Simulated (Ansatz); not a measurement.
SiO$_{2}$

```xyz
12
Lattice="4.9465 0.0000 0.0000 0.0000 4.9465 0.0000 0.0000 0.0000 7.3127" Properties=species:S:1:pos:R:3 pbc="T T T"
Si    0.0000    0.0000    0.0000
Si    2.4732    2.4732    3.6564
Si    0.0000    2.4732    1.8282
Si    2.4732    0.0000    5.4845
O     1.2366    2.9588    2.7423
O     3.7099    0.4856    6.3986
O     0.4856    1.2366    0.9141
O     2.9588    3.7099    4.5704
O     3.7099    1.9876    2.7423
O     1.2366    4.4609    6.3986
O     1.9876    1.2366    4.5704
O     4.4609    3.7099    0.9141
```

Space group I-42d.

Level of theory: DFT r2SCAN, scalar-relativistic, plane waves, PAW in Ansatz.

What will maps of the valence pseudo-density and electron localisation function show?

Answer. Si–O (1.61 Å): the density is about 1.3 e/Å³ at the midpoint; the ELF peaks at about 0.85 between the atoms: a short, strongly polar bond.

Does the calculation make it a metal, or give it a gap?

Answer. It is gapped, with a Kohn–Sham gap of 6.6 eV on the k-point mesh, an upper bound to the gap of this method.

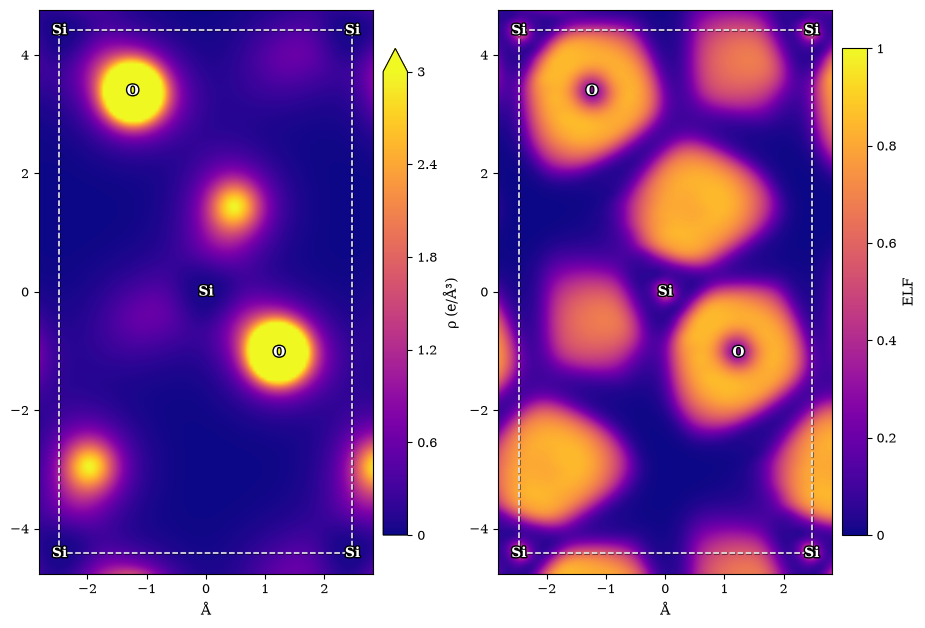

Computed valence pseudo-density and electron localisation function on the (101̄) plane of the conventional cell, in this order. Atoms just off the plane (O, 0.5 Å away) can leave unmarked features too.
